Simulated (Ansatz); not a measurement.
**Geometry relaxation of AlRu**

AlRu (2 atoms in the cell), computed with DFT PBEsol, scalar-relativistic, plane waves, PAW, no spin polarisation (Ansatz 0.2.0).

The structure derives from a Materials Project entry. Figures and captions count atoms from 1; the log counts them from 0 in places.

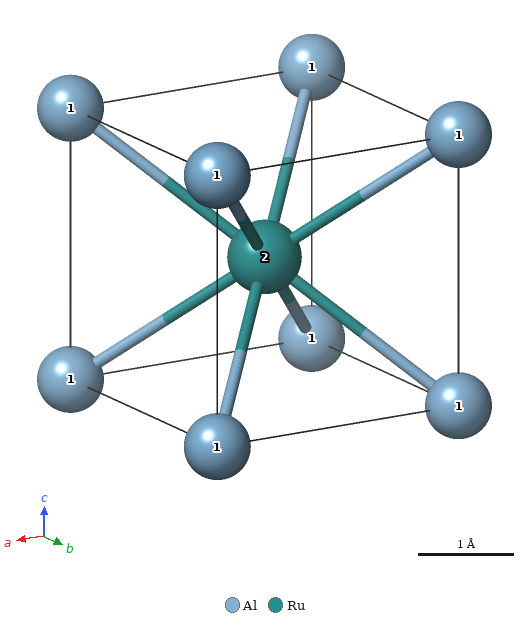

The input geometry (ball-and-stick view of the cell of the calculation, seen at an oblique angle; atoms are numbered from 1 in the order of the input). An atom can appear more than once, as a periodic image. Near neighbours in the periodic cell (some may lie outside the picture): Al has 8 Ru at 2.58 Å; Ru has 8 Al at 2.58 Å.

## Input file
```yaml
crystal:
  lattice:
    - [2.98249544, 0.0, 0.0]
    - [0.0, 2.98249544, 0.0]
    - [0.0, 0.0, 2.98249544]
  atoms:
    - { symbol: Al, position: [0.0, 0.0, 0.0] }
    - { symbol: Ru, position: [0.5, 0.5, 0.5] }
basis:
  ecutwfc: 420
kpoints:
  mp_grid: { grid: [14, 14, 14] }
hamiltonian:
  xc: pbesol
scf:
  occupations: { method: gaussian, width: 0.1 }
output:
  forces: true
  stress: true
  eigenvalues: true
  write_density: true
  write_potential: true
  elf: true
  volumetric_format: npy
relax:
  adjacent_minimum: "off"
  f_tol: 0.005
  max_steps: 80
  cell: { stress_tol: 0.05 }
```

Hardware: 4 threads of AMD EPYC (Zen 3), 16 GiB of memory available, shared host.

Launched with:
```bash
ansatz run input.yaml --threads 4 --pin off --max-ram 10240MiB --backend cpu --events-out ev --progress --plain --runs-dir out
```

## Output
```
Engine: ansatz 0.2.0, x86_64-unknown-linux-gnu
Pseudopotentials: kind: paw
Pseudopotential: Al, paw, valence charge 3, recommended cutoff 420 eV (normal), Al.paw.azcp
Pseudopotential: Ru, paw, valence charge 16, recommended cutoff 420 eV (normal), Ru.paw.azcp
Functional definition: PBEsol
  exchange = pbesol_x
  correlation = pbesol_c
Crystal: 2 atoms, lattice volume = 26.530 Å³
Basis set: ecut = 420 eV, 485 PW (Γ), exchange–correlation on 40×40×40 points (8 copies of the dense FFT grid, shifted against one another)
Bands: 14, of which v1, the nominal top of the filled ones, is band 10 counted from 1 (9 counted from 0)
Symmetry: 48 space group operations
Space group: Pm-3m (ITA 221), of the structure as read, at distance tolerance 3.0e-5 Å
k-points: 120 of 2744
Non-local potential: Al, projectors of the file, l = 0: 2, l = 1: 2, l = 2: 1
Non-local potential: Ru, projectors of the file, l = 0: 3, l = 1: 2, l = 2: 2, l = 3: 1
PAW form: soft (Blöchl's): semilocal exchange-correlation on the pseudo side does not see the compensation charge
PAW frozen core: Al, regenerated for the run's functional, and the local potential with it (the file was generated under x = pbe(κ = 0.804, μ = 0.2195149727645171), c = pbe(β = 0.06672455060314922))
PAW frozen core: Ru, regenerated for the run's functional, and the local potential with it (the file was generated under x = pbe(κ = 0.804, μ = 0.2195149727645171), c = pbe(β = 0.06672455060314922))
PAW one-centre angular grid: Al, 110 points (default); XC on 64 Gauss nodes
PAW one-centre angular grid: Ru, 590 points (default); XC on 64 Gauss nodes
Initial density: superposition of atomic densities (neutral atoms: chi_scale 0, normalization atom), corrected by the library's trained network
Initial wavefunctions: pseudopotential atomic-orbital guess
Functional: x = pbesol(κ = 0.804, μ = 0.12345679012345678), c = pbesol(β = 0.046)
SCF iter   1: F=—  HF=-6342.310118 eV  |F-HF|=—  |Δ(HF+E_count)|=         —  Δρ=9.18e-3  dr2=2.45e-2  ethr=1.77e-3  ⟨swp⟩=5.0  Hψ=8941  notcnv=0
preconditioner: auto → none  [metal: Δε(μ)=0.023 eV  Ē_g=8.946 eV  σ=0.100 eV  W_gap=0.13  n_scr=6 (ndim 8)  ℏωp=23.9 eV  f_vac=0.000  D(μ)=1.82/eV (n_scr^D=18)  sad-step TF]
SCF iter   2: F=—  HF=-6342.306534 eV  |F-HF|=—  |Δ(HF+E_count)|=   3.58e-3  Δρ=5.15e-3  dr2=8.72e-3  ethr=1.29e-4  ⟨swp⟩=1.1  Hψ=2651  notcnv=0
SCF iter   3: F=—  HF=-6342.304618 eV  |F-HF|=—  |Δ(HF+E_count)|=   1.92e-3  Δρ=5.64e-4  dr2=7.95e-5  ethr=4.59e-5  ⟨swp⟩=2.4  Hψ=2430  notcnv=0
SCF iter   4: F=—  HF=-6342.304527 eV  |F-HF|=—  |Δ(HF+E_count)|=   9.14e-5  Δρ=1.30e-4  dr2=3.70e-6  ethr=4.18e-7  ⟨swp⟩=2.0  Hψ=2411  notcnv=0
iter 5 did not close the SCF: its close was put off for the readings that it lacked (scf_convergence_deferred on its scf_iter line)
SCF iter   5: F=-6342.304527 eV  HF=-6342.304527 eV  |F-HF|=9.53e-9  |Δ(HF+E_count)|=   4.26e-7  Δρ=1.14e-5  dr2=1.97e-8  ethr=1.95e-8  ⟨swp⟩=2.5  Hψ=2586  notcnv=0
SCF iter   6: F=-6342.304527 eV  HF=-6342.304527 eV  |F-HF|=9.64e-11  |Δ(HF+E_count)|=   1.99e-9  Δρ=1.11e-6  dr2=1.62e-10  ethr=1.04e-10  ⟨swp⟩=5.1  Hψ=8747  notcnv=0
SCF 1 converged in 6 iterations: F = -6342.304527 eV  dr2 = 1.62e-10
  greatest PAW one-centre occupation: 0.999 electrons in one spin orbital (limit 2), on the Ru atom at site 1 (counted from 0), in its partial waves of l = 0
relax step   1: F+E_penalty+E_count = -6342.30452656 eV  Δ(F+E_penalty+E_count) = +0.000e0 eV  max|allowed force component| = 1.783e-28 eV/Å  Δτ_max = 0.0000 Å  P = -1.351 GPa  Ω = 26.530 Å³  (6 SCF iters, dr2 threshold 1.00e-7 eV, accepted)
Crystal: 2 atoms, lattice volume = 26.327 Å³
Initial density: handed on by an earlier stage of this run
Initial wavefunctions: those handed on with the density
iter 1 solved again at ethr=1.82e-6 eV; its pass at ethr=3.10e-3 eV (dr2=3.45e-4 eV) is discarded
SCF iter   1: F=—  HF=-6342.305405 eV  |F-HF|=—  |Δ(HF+E_count)|=         —  Δρ=9.52e-4  dr2=3.32e-4  ethr=1.82e-6  ⟨swp⟩=2.0  Hψ=9560  notcnv=0
preconditioner: auto → none  [metal: Δε(μ)=0.024 eV  Ē_g=9.027 eV  σ=0.100 eV  W_gap=0.13  n_scr=6 (ndim 8)  ℏωp=24.0 eV  f_vac=0.000  D(μ)=1.85/eV (n_scr^D=18)]
SCF iter   2: F=—  HF=-6342.305336 eV  |F-HF|=—  |Δ(HF+E_count)|=   6.93e-5  Δρ=3.26e-4  dr2=3.34e-5  ethr=1.75e-6  ⟨swp⟩=1.4  Hψ=1853  notcnv=0
SCF iter   3: F=—  HF=-6342.305253 eV  |F-HF|=—  |Δ(HF+E_count)|=   8.32e-5  Δρ=5.30e-5  dr2=7.53e-7  ethr=1.76e-7  ⟨swp⟩=1.9  Hψ=2038  notcnv=0
iter 4 did not close the SCF: its close was put off for the readings that it lacked (scf_convergence_deferred on its scf_iter line)
SCF iter   4: F=-6342.305253 eV  HF=-6342.305253 eV  |F-HF|=1.45e-9  |Δ(HF+E_count)|=   1.64e-7  Δρ=6.68e-6  dr2=2.42e-9  ethr=3.96e-9  ⟨swp⟩=2.3  Hψ=2286  notcnv=0
iter 5 did not close the SCF: its close was put off for the readings that it lacked (scf_convergence_deferred on its scf_iter line)
SCF iter   5: F=-6342.305253 eV  HF=-6342.305253 eV  |F-HF|=2.36e-11  |Δ(HF+E_count)|=   1.89e-9  Δρ=7.63e-7  dr2=3.70e-11  ethr=1.27e-11  ⟨swp⟩=2.1  Hψ=2377  notcnv=0
SCF iter   6: F=-6342.305253 eV  HF=-6342.305253 eV  |F-HF|=1.82e-12  |Δ(HF+E_count)|=  7.28e-12  Δρ=2.12e-7  dr2=2.15e-12  ethr=1.00e-12  ⟨swp⟩=4.0  Hψ=7125  notcnv=0
SCF 2 converged in 6 iterations: F = -6342.305253 eV  dr2 = 2.15e-12
relax step   2: F+E_penalty+E_count = -6342.30525251 eV  Δ(F+E_penalty+E_count) = -7.260e-4 eV  max|allowed force component| = 2.505e-29 eV/Å  Δτ_max = 0.0000 Å  P = +0.320 GPa  Ω = 26.327 Å³  energy of the carried Pulay correction = +6.459e-5 eV  (6 SCF iters, dr2 threshold 2.00e-7 eV, accepted)
Crystal: 2 atoms, lattice volume = 26.366 Å³
iter 1 solved again at ethr=6.20e-8 eV; its pass at ethr=3.10e-3 eV (dr2=1.18e-5 eV) is discarded
SCF iter   1: F=—  HF=-6342.305356 eV  |F-HF|=—  |Δ(HF+E_count)|=         —  Δρ=1.79e-4  dr2=1.18e-5  ethr=6.20e-8  ⟨swp⟩=2.1  Hψ=9301  notcnv=0
preconditioner: auto → none  [metal: Δε(μ)=0.019 eV  Ē_g=9.018 eV  σ=0.100 eV  W_gap=0.11  n_scr=6 (ndim 8)  ℏωp=24.0 eV  f_vac=0.000  D(μ)=1.86/eV (n_scr^D=18)]
SCF iter   2: F=—  HF=-6342.305279 eV  |F-HF|=—  |Δ(HF+E_count)|=   7.71e-5  Δρ=6.35e-5  dr2=1.28e-6  ethr=6.19e-8  ⟨swp⟩=1.5  Hψ=1923  notcnv=0
iter 3 did not close the SCF: its close was put off for the readings that it lacked (scf_convergence_deferred on its scf_iter line)
SCF iter   3: F=-6342.305278 eV  HF=-6342.305278 eV  |F-HF|=2.19e-8  |Δ(HF+E_count)|=   3.58e-7  Δρ=9.87e-6  dr2=2.75e-8  ethr=6.71e-9  ⟨swp⟩=1.8  Hψ=2021  notcnv=0
iter 4 did not close the SCF: its close was put off for the readings that it lacked (scf_convergence_deferred on its scf_iter line)
SCF iter   4: F=-6342.305278 eV  HF=-6342.305278 eV  |F-HF|=4.91e-11  |Δ(HF+E_count)|=   5.77e-9  Δρ=1.30e-6  dr2=1.01e-10  ethr=1.45e-10  ⟨swp⟩=2.3  Hψ=2362  notcnv=0
iter 5 did not close the SCF: its close was put off for the readings that it lacked (scf_convergence_deferred on its scf_iter line)
SCF iter   5: F=-6342.305278 eV  HF=-6342.305278 eV  |F-HF|=5.46e-12  |Δ(HF+E_count)|=  6.00e-11  Δρ=1.93e-7  dr2=5.84e-12  ethr=1.00e-12  ⟨swp⟩=1.8  Hψ=2108  notcnv=0
SCF iter   6: F=-6342.305278 eV  HF=-6342.305278 eV  |F-HF|=1.82e-12  |Δ(HF+E_count)|=  1.82e-12  Δρ=4.93e-8  dr2=9.72e-14  ethr=1.00e-12  ⟨swp⟩=3.6  Hψ=6272  notcnv=0
SCF 3 converged in 6 iterations: F = -6342.305278 eV  dr2 = 9.72e-14
relax step   3: F+E_penalty+E_count = -6342.30527842 eV  Δ(F+E_penalty+E_count) = -2.590e-5 eV  max|allowed force component| = 4.298e-30 eV/Å  Δτ_max = 0.0000 Å  P = -0.003 GPa  Ω = 26.366 Å³  energy of the carried Pulay correction = +5.225e-5 eV  (6 SCF iters, dr2 threshold 2.00e-7 eV, accepted)
Initial wavefunctions: pseudopotential atomic-orbital guess (no wavefunctions were taken with the density)
iter 1 solved again at ethr=8.54e-9 eV; its pass at ethr=3.10e-3 eV (dr2=1.62e-6 eV) is discarded
SCF iter   1: F=—  HF=-6342.305301 eV  |F-HF|=—  |Δ(HF+E_count)|=         —  Δρ=1.10e-5  dr2=5.23e-9  ethr=8.54e-9  ⟨swp⟩=3.0  Hψ=13411  notcnv=0
preconditioner: auto → none  [metal: Δε(μ)=0.020 eV  Ē_g=9.017 eV  σ=0.100 eV  W_gap=0.11  n_scr=6 (ndim 8)  ℏωp=24.0 eV  f_vac=0.000  D(μ)=1.86/eV (n_scr^D=18)]
SCF iter   2: F=—  HF=-6342.305226 eV  |F-HF|=—  |Δ(HF+E_count)|=   7.48e-5  Δρ=4.48e-6  dr2=1.21e-9  ethr=2.75e-11  ⟨swp⟩=2.0  Hψ=2813  notcnv=0
SCF iter   3: F=—  HF=-6342.305226 eV  |F-HF|=—  |Δ(HF+E_count)|=  2.63e-10  Δρ=1.79e-6  dr2=1.18e-10  ethr=6.36e-12  ⟨swp⟩=2.0  Hψ=2795  notcnv=0
SCF iter   4: F=—  HF=-6342.305226 eV  |F-HF|=—  |Δ(HF+E_count)|=  9.82e-11  Δρ=6.39e-7  dr2=2.70e-11  ethr=1.00e-12  ⟨swp⟩=1.0  Hψ=1680  notcnv=0
iter 5 did not close the SCF: its close was put off for the readings that it lacked (scf_convergence_deferred on its scf_iter line)
SCF iter   5: F=-6342.305226 eV  HF=-6342.305226 eV  |F-HF|=9.09e-13  |Δ(HF+E_count)|=  5.46e-12  Δρ=1.18e-7  dr2=5.51e-13  ethr=1.00e-12  ⟨swp⟩=1.0  Hψ=1680  notcnv=0
iter 6 did not close the SCF: its close was put off for the readings that it lacked (scf_convergence_deferred on its scf_iter line)
SCF iter   6: F=-6342.305226 eV  HF=-6342.305226 eV  |F-HF|=1.82e-12  |Δ(HF+E_count)|=  9.09e-13  Δρ=1.61e-8  dr2=2.26e-14  ethr=1.00e-12  ⟨swp⟩=1.0  Hψ=1680  notcnv=0
iter 7 did not close the SCF: its close was put off for the readings that it lacked (scf_convergence_deferred on its scf_iter line)
SCF iter   7: F=-6342.305226 eV  HF=-6342.305226 eV  |F-HF|=9.09e-13  |Δ(HF+E_count)|=    0.00e0  Δρ=6.34e-9  dr2=1.01e-14  ethr=1.00e-12  ⟨swp⟩=1.0  Hψ=1680  notcnv=0
iter 8 did not close the SCF: its close was put off for the readings that it lacked (scf_convergence_deferred on its scf_iter line)
SCF iter   8: F=-6342.305226 eV  HF=-6342.305226 eV  |F-HF|=1.82e-12  |Δ(HF+E_count)|=  1.82e-12  Δρ=2.61e-9  dr2=1.51e-15  ethr=1.00e-12  ⟨swp⟩=1.0  Hψ=1680  notcnv=0
SCF iter   9: F=-6342.305226 eV  HF=-6342.305226 eV  |F-HF|=2.73e-12  |Δ(HF+E_count)|=  3.64e-12  Δρ=9.64e-10  dr2=1.79e-16  ethr=1.00e-12  ⟨swp⟩=2.0  Hψ=4563  notcnv=0
SCF 4 converged in 9 iterations: F = -6342.305226 eV  dr2 = 1.79e-16
relax step   4: F+E_penalty+E_count = -6342.30522647 eV  Δ(F+E_penalty+E_count) = +5.194e-5 eV  max|allowed force component| = 1.308e-29 eV/Å  Δτ_max = 0.0000 Å  P = -0.004 GPa  Ω = 26.366 Å³  stress off target by 4.27e-3 GPa  SCF on the basis re-selected at this cell (its energy is not comparable with the rows above)  (9 SCF iters)
```

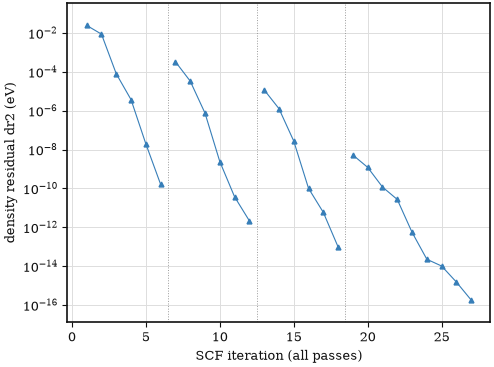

Convergence of the self-consistent field: density residual dr2 against the SCF iteration. The dotted lines part the SCF passes of the relaxation: geometry steps, rejected trials and re-solves on a re-selected basis. The passes take 6, 6, 6 and 9 iterations.

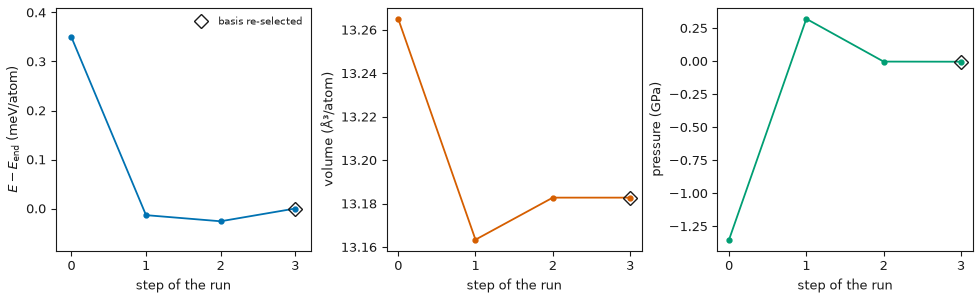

Progress of the relaxation, step by step (the first geometry is step 0 here and step 1 in the log). The atoms keep their places relative to the cell (all moves are under 0.005 Å). The energy falls by 0.4 meV per atom in 2 geometry steps. All forces vanish by symmetry, so only the cell relaxes. Pressure: −1.35 GPa at the start and 0.00 GPa at the end. A last SCF at the same geometry on a re-selected plane-wave basis shifts the energy by +0.0 meV per atom.

```
basis re-selected at this cell: Δ(F+E_penalty+E_count) = +5.194e-5 eV, ΔP = -0.001 GPa vs the last step (what re-selecting the basis moved, of the pressure what is left beyond the Pulay correction that the steps carried, after the strain that the cell walked since its last selection, with what the two solves' SCF thresholds leave and, on support functions, any second-order correction that the steps lacked; it is no measure of the basis error at this ecutwfc). This SCF's stress stands 4.27e-3 GPa from its target on what of the cell is left free (relax.cell.stress_tol is 5.00e-2 GPa) and its largest allowed force component is 1.31e-29 eV/Å (relax.f_tol is 5.00e-3 eV/Å): within both
SCF converged after 9 iterations
Free energy (F): -6342.305226 eV
Harris-Foulkes:  -6342.305226 eV  (|F-HF|=2.73e-12)
Internal energy: -6342.295938 eV  (E = F + TS)
E sigma→0 (E₀):  -6342.300582 eV
Entropy (-TS):   -0.009289 eV (-4.644 meV/atom)
Fermi energy:    16.289866 eV
--- Per-component energies (eV) ---
  E_band       = -116.610192
  E_kinetic    = 543.852695
  E_local      = -1784.350459  (includes V_loc(G=0)·N_el)
  E_nonlocal   = 356.646528
  E_hartree    = 632.797641
  E_xc         = -231.025672
  E_vxc        = -270.633116  (∫ρ·V_xc dr)
  E_paw        = -3855.420262  (= ΣΔE_a)
  E_vpaw       = -227.720929  (= ΣTr[D̂ρ^β])
  E_aug_tail   = -0.000192  (compensation charges beyond the density's cutoff)
  E_ewald      = -2005.068651
  E_core_change = 0.272435  (= ΣΔE_core)
  E_smearing   = -0.009289  (= −TS)
  E_closure    = 0.000000  (closes the sum)
  Σ components = -6342.305226   (vs F -6342.305226, Δ=0.00e0)
--- Forces (eV/Å), atoms counted from 1 ---
  atom   1  Al    -0.00000000     0.00000000     0.00000000
  atom   2  Ru    -0.00000000     0.00000000    -0.00000000
  max |Σ_I F_I| component: 2.64e-29 eV/Å
--- Stress (GPa, compression-positive) ---
       -0.004271      -0.000000      -0.000000
       -0.000000      -0.004271      -0.000000
       -0.000000      -0.000000      -0.004271
  P = ⅓ Tr σ = -0.0043 GPa (-0.043 kbar)
--- Band table (eV; the first three rows and the last of 120) ---
  k-point 0: bands = ["-55.4357", "-25.4057", "-25.4057", "-25.4057", "6.5299", "12.6177", "12.6177", "16.4866", "16.4866", "16.4866", "22.4311", "22.4311", "22.4311", "27.3375"]
  k-point 1: bands = ["-55.4349", "-25.4169", "-25.4047", "-25.4047", "6.6292", "12.6529", "12.6542", "16.3597", "16.3597", "16.4991", "21.9476", "22.6318", "22.6318", "27.1059"]
  k-point 2: bands = ["-55.4325", "-25.4482", "-25.4021", "-25.4021", "6.9224", "12.7356", "12.7540", "16.0366", "16.0366", "16.5344", "20.9217", "23.1767", "23.1767", "26.5048"]
  k-point 119: bands = ["-55.3858", "-25.5764", "-25.5764", "-25.5764", "11.5755", "11.5755", "11.5755", "17.9570", "17.9570", "18.9819", "20.4276", "20.4276", "20.4276", "25.0049"]
--- Relaxed structure (3 steps of the walk, 3 accepted, 1 SCFs on fresh bases) ---
  F+E_penalty+E_count = -6342.30522647 eV   max|allowed force component| = 1.308e-29 eV/Å   (the final SCF, on the basis selected at the relaxed cell)
  cell:  # Å, volume = 26.3655 Å³
    - [2.976314454185306, -3.209883240645393e-35, 0.0]
    - [-3.209883240645393e-35, 2.976314454185306, -2.4074124304840445e-35]
    - [-6.419766481290786e-35, -2.4074124304840445e-35, 2.976314454185306]
  atoms:
    - { symbol: Al, position: [-8.609926298886591e-35, 1.0762407873599978e-35, -5.381203936793871e-36] }
    - { symbol: Ru, position: [0.5, 0.5, 0.5] }
```

## Trajectory as extended XYZ (Å, eV, eV/Å), 4 frames, from step=1 to step=4
```
2
Lattice="2.9825 0.0000 0.0000 0.0000 2.9825 0.0000 0.0000 0.0000 2.9825" Properties=species:S:1:pos:R:3:forces:R:3 step=1 energy=-6342.30453 pressure_GPa=-1.35
Al    0.0000    0.0000    0.0000    0.0000   0.0000   0.0000
Ru    1.4912    1.4912    1.4912    0.0000   0.0000   0.0000
2
Lattice="2.9749 0.0000 0.0000 0.0000 2.9749 0.0000 0.0000 0.0000 2.9749" Properties=species:S:1:pos:R:3:forces:R:3 step=2 energy=-6342.30525 pressure_GPa=0.32
Al    0.0000    0.0000    0.0000    0.0000   0.0000   0.0000
Ru    1.4874    1.4874    1.4874    0.0000   0.0000   0.0000
2
Lattice="2.9763 0.0000 0.0000 0.0000 2.9763 0.0000 0.0000 0.0000 2.9763" Properties=species:S:1:pos:R:3:forces:R:3 step=3 energy=-6342.30528 pressure_GPa=-0.00
Al    0.0000    0.0000    0.0000    0.0000   0.0000   0.0000
Ru    1.4882    1.4882    1.4882    0.0000   0.0000   0.0000
2
Lattice="2.9763 0.0000 0.0000 0.0000 2.9763 0.0000 0.0000 0.0000 2.9763" Properties=species:S:1:pos:R:3:forces:R:3 step=4 energy=-6342.30523 pressure_GPa=-0.00
Al    0.0000    0.0000    0.0000    0.0000   0.0000   0.0000
Ru    1.4882    1.4882    1.4882    0.0000   0.0000   0.0000
```

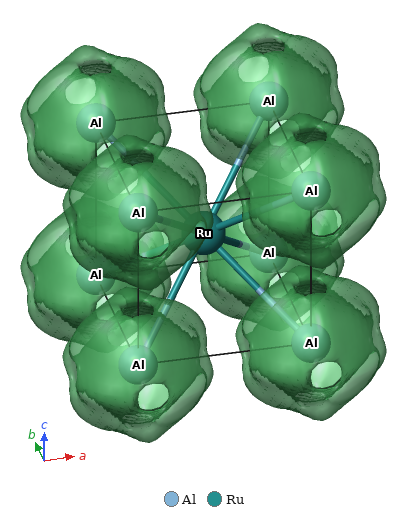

Isosurface of the electron localisation function at 0.45 (green), seen at an oblique angle. Only the valence region is drawn (cores and ρ < 0.01 e/Å³ removed). Sticks mark near contacts. The outline is the cell set on symmetry axes. Values along the shortest contacts: Al–Ru (2.58 Å): the ELF is about 0.40 at the midpoint; no shared electron pair. In a PAW calculation such maps are meaningful between the atoms, not at the nuclei.

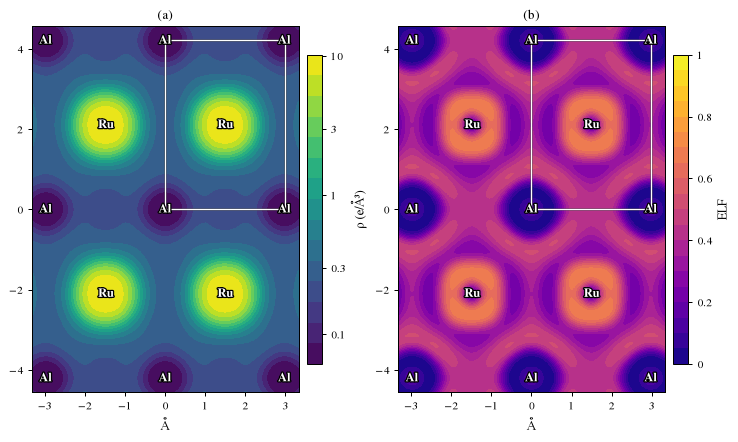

(a) valence electron density; (b) ELF on the (110) plane of the conventional cell. Atoms in the plane: Al and Ru. Al–Ru (2.58 Å): ρ is about 0.37 e/Å³ halfway; the ELF is about 0.40 at the midpoint (no shared electron pair). Away from the nuclei the density in this plane falls to 0.21 e/Å³ at its lowest. The strong features right at Ru lie inside the PAW spheres (semicore, d or f shells) and say nothing about bonding.

## Summary

```csv
quantity,value
outcome,converged
space group (tolerance 0.01 Å),Pm-3m (221)
electrons treated,19
free energy,−6342.3052 eV
Fermi energy,16.290 eV
gap on the k-point mesh,none (metallic)
pressure,0.00 GPa
final volume,26.37 Å³
largest force (length of the vector) at the end,under 0.001 eV/Å
final cell,"a = 2.976 Å, b = 2.976 Å, c = 2.976 Å, α = 90.00°, β = 90.00°, γ = 90.00°"
wall time,3.2 s (CPU time 10 s)
peak memory,0.41 GiB
```
